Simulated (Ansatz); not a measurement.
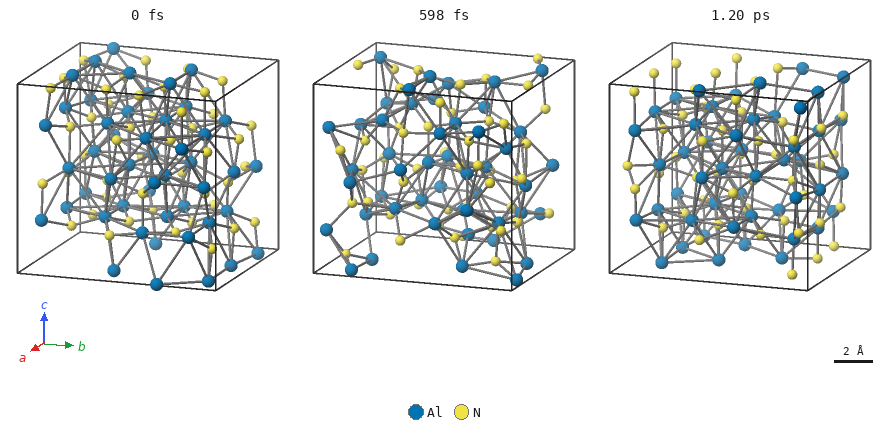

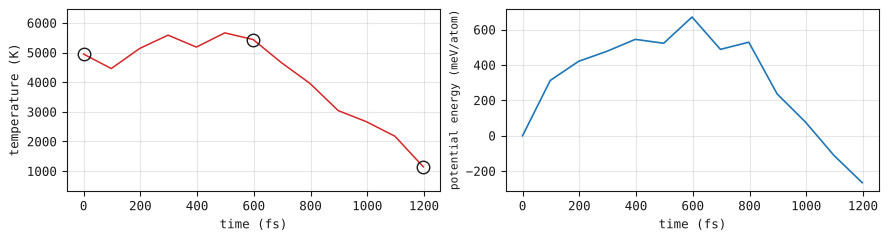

Molecular dynamics of an amorphous cell of composition Al48N48 (96 atoms in the cell), 1.20 ps long. Frames and the history of the run. Style: ball-and-stick. Shown: the simulation cell, slightly off an axis. Atoms that leave the cell re-enter on the other side. Bonds to atoms that aren't drawn are left out.

The calculation used DFT, PBEsol, PAW, plane waves in Ansatz. Settings: plane-wave cutoff 420 eV; k-point mesh 1 × 1 × 1; Fermi-Dirac smearing 0.01 eV; Langevin thermostat (NVT); set temperature 5000 K, then 5000 K at the end of 240 steps, then to 300 K over 260 steps; time step 2.5 fs.

Q: What happens in this trajectory?

A: Root-mean-square distances from the starting positions over the second half, with the common drift of all atoms taken out: Al 1.23 Å, N 1.15 Å. That is a large part of the typical shortest distance between atoms in the first frame, about 1.8 Å and still growing: the atoms leave their places as in a liquid. Under the programmed temperature the kinetic temperature goes from 4704 K (first eighth) to 1661 K (last eighth), with a peak of 5664 K. That is well off the final set point of 300 K. The potential energy in the second half lies on average 232 meV per atom above the first frame.

Limits of the set-up: the program's low-accuracy preset was used.

Cost: 4.7 min on 1 × NVIDIA GB300 Max-Q with 8 threads of Arm Neoverse-V2, peak memory 2.1 GiB.
